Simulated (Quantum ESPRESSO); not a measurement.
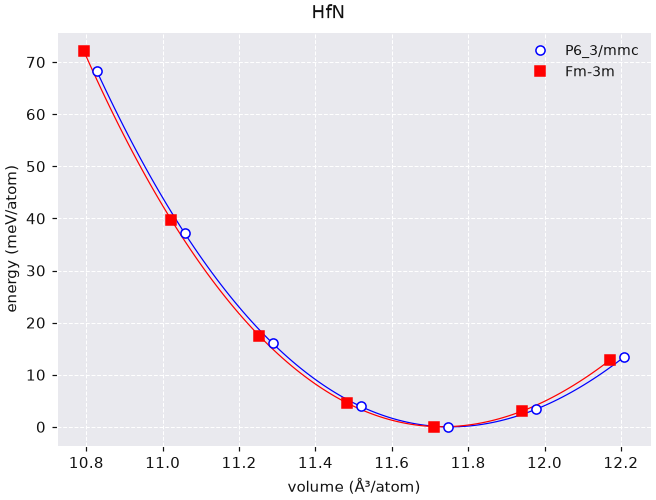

Caption: Energy against volume, with one curve for each structure, for HfN. Each energy curve has its own zero, so the curves don't rank the structures.

Settings that differ: P6_3/mmc: k mesh 10×10×5; Fm-3m: k mesh 10×10×10.

The fitted equilibrium volumes, smallest first, are Fm-3m 11.732, P6_3/mmc 11.753 Å³/atom. The fitted bulk moduli, smallest first, are P6_3/mmc 260.2, Fm-3m 265.7 GPa.

How it was computed, with Quantum ESPRESSO 7.5: plane-wave DFT, no spin polarisation; energies at scaled volumes of the given cell, shape and fractions fixed, counted from the fit's minimum, third-order Birch-Murnaghan fit. Level: PBE.

- occupations: Fermi–Dirac
- smearing width: 0.05 eV
- potentials: SSSP 1.3 efficiency PBE
- wave cutoff: 816.3 eV
- density cutoff: 6531 eV

Caveats: shape and atomic fractions are frozen while scaling, which makes layered, chain and framework solids too stiff.

Input of one of the runs behind the figure:
```
&CONTROL
  calculation = 'scf'
  prefix = 'pwscf'
  outdir = './tmp'
  pseudo_dir = './pseudo'
  tprnfor = .true.
  tstress = .true.
  disk_io = 'nowf'
/
&SYSTEM
  ibrav = 0
  nat = 2
  ntyp = 2
  ecutwfc = 60
  ecutrho = 480
  nbnd = 15
  occupations = 'smearing'
  smearing = 'fd'
  degauss = 0.00367493
/
&ELECTRONS
  conv_thr = 4d-10
  electron_maxstep = 120
  mixing_beta = 0.5
/
ATOMIC_SPECIES
Hf   178.4900 Hf-sp.oncvpsp.upf
N     14.0070 N.pbe-n-radius_5.UPF
CELL_PARAMETERS angstrom
   0.0000000000    2.2560000000    2.2560000000
   2.2560000000    0.0000000000    2.2560000000
   2.2560000000    2.2560000000    0.0000000000
ATOMIC_POSITIONS crystal
Hf     0.0000000000    0.0000000000    0.0000000000
N      0.5000000000    0.5000000000    0.5000000000
K_POINTS automatic
10 10 10 0 0 0
```

Run as:
```bash
OMP_NUM_THREADS=1 pw.x -in pw.in > pw.out
```
